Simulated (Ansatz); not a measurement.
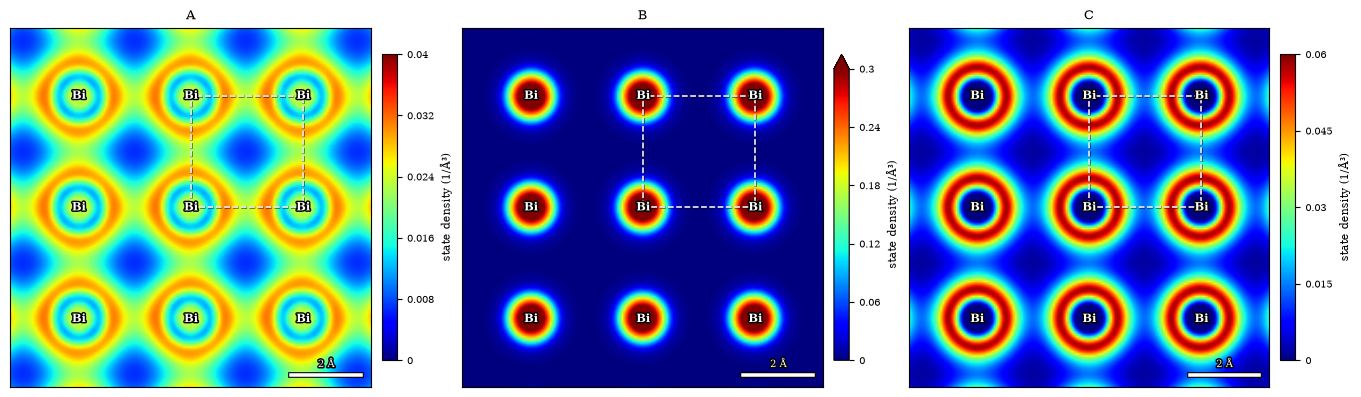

Bi: densities of the states in three energy windows, on the (001) plane of the conventional cell.

Space group P2/m; the calculation finds a residual pressure of about 2 GPa at this fixed cell. Spin-orbit coupling, left out here, splits and shifts the levels of such heavy elements, by tenths of an eV up to several eV. The cell comes from a database of computed structures, not from a measurement.

Method: DFT PBE, scalar-relativistic, plane waves, PAW in Ansatz 0.2.0.

In a PAW calculation such maps are meaningful between the atoms, not at the nuclei.

> Match the panels to the energy ranges (zero at the Fermi level): −23.0 to −22.5 eV, −13.3 to −7.4 eV and −1.2 to 0.0 eV.

Panel A: −1.2 to 0.0 eV, the filled states just under the Fermi level, mainly Bi 6p (95 %).
Panel B: −23.0 to −22.5 eV, a separate group of bands (semicore or deep states), mainly Bi 5d (over 95 %).
Panel C: −13.3 to −7.4 eV, a separate group of bands, mainly Bi 6s (90 %) and Bi 6p (10 %).
The characters are Löwdin shares on a minimal set of atomic orbitals. At the bottom of an sp band the diffuse p orbitals of such a set take a share of s-like charge between the atoms, so the p share there is overstated.
